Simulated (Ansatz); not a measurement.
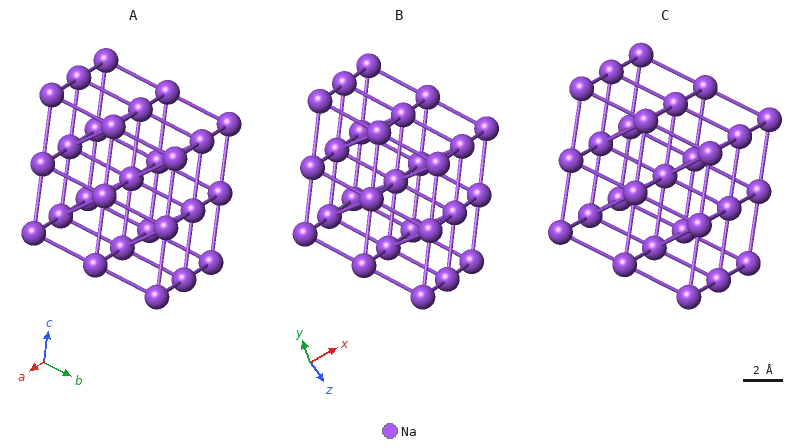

A crystal of Na (Im-3m): the cell is strained equally along x and y, with the atoms kept at their fractional coordinates. x, y and z are the Cartesian axes of the input. A ball-and-stick model of the cell of the calculation, repeated 2 × 2 × 2 with one cell outlined, seen slightly off an axis.

Theory: DFT PBE, scalar-relativistic, plane waves, PAW in Ansatz. (plane-wave cutoff 420 eV; k-point mesh 16 × 16 × 16; occupations gaussian; smearing width 0.15 eV; no spin polarisation). Energies (free energies at the smearing named) are counted from the cell as listed in its source, which wasn't relaxed.

Order these geometries by energy, lowest first.

Answer. Lowest first: A (the strain 0.00, 0.0 meV/atom), B (the strain −0.06, 8.5 meV/atom), C (the strain 0.06, 16.9 meV/atom). Over the whole scan: the lowest computed point lies at the strain −0.015 (−0.6 meV/atom). The end points stand at 8.5 meV/atom (−0.06) and 16.9 meV/atom (0.06). The curvature at zero strain, (1/V) d²E/dε², is about 30 GPa; it is C₁₁ + C₂₂ + 2C₁₂ with clamped ions. The distortion takes the space group from Im-3m to I4/mmm. At the strain −0.06 the cell of the drawing goes a 3.668 → 3.522 Å, b 3.668 → 3.522 Å, c 3.668 → 3.522 Å, α 109.5° → 111.2°, β 109.5° → 111.2°, γ 109.5° → 106.1°.
